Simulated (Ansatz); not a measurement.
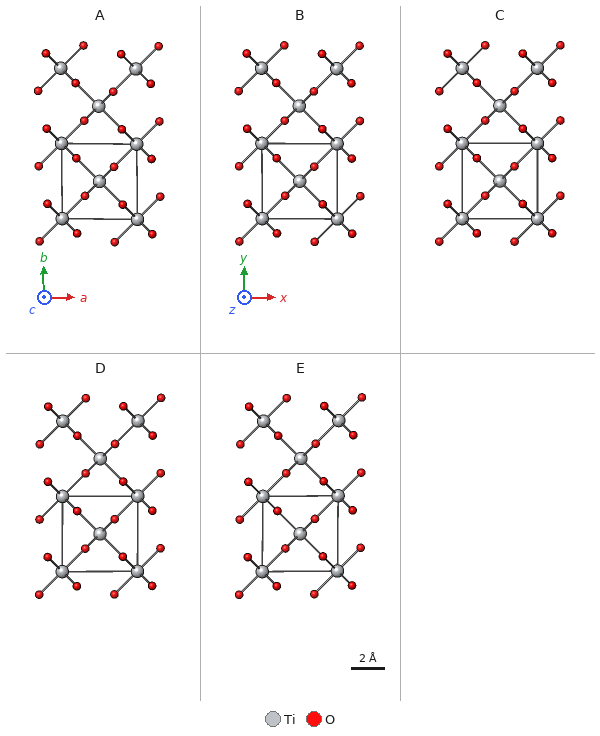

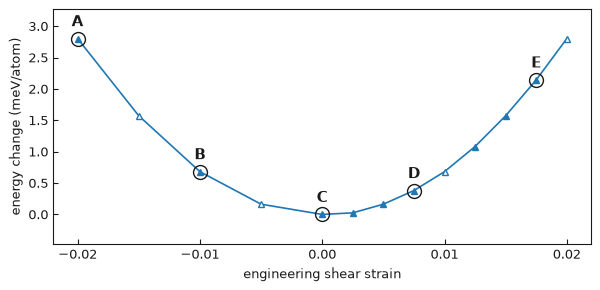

Energy scan for crystalline TiO2 (P4_2/mnm), in which the cell is strained in shear in the xy plane, with the atoms kept at their fractional coordinates. x, y and z are the Cartesian axes of the input. The lettered frames are marked on the plot. Hollow markers are points alike by symmetry, not computed again. Style: ball-and-stick. Shown: the cell of the calculation, repeated 1 × 2 × 2 with one cell outlined, along the c axis.

Level of theory: Ansatz, DFT PBE, scalar-relativistic, plane waves, PAW. Settings: plane-wave cutoff 420 eV; k-point mesh 6 × 6 × 10; occupations gaussian; smearing width 0.05 eV; no spin polarisation. Energies (free energies at the smearing named) are counted from the relaxed crystal.

### What does the scan show?

Of the computed points the lowest is at the strain 0.00, 0.00 meV/atom. The curvature at zero strain, (1/V) d²E/dε², is about 200 GPa; it is C₆₆ with clamped ions. The distortion takes the space group from P4_2/mnm to Cmmm. At the strain −0.02 the cell of the drawing goes γ 90.0° → 91.1°.
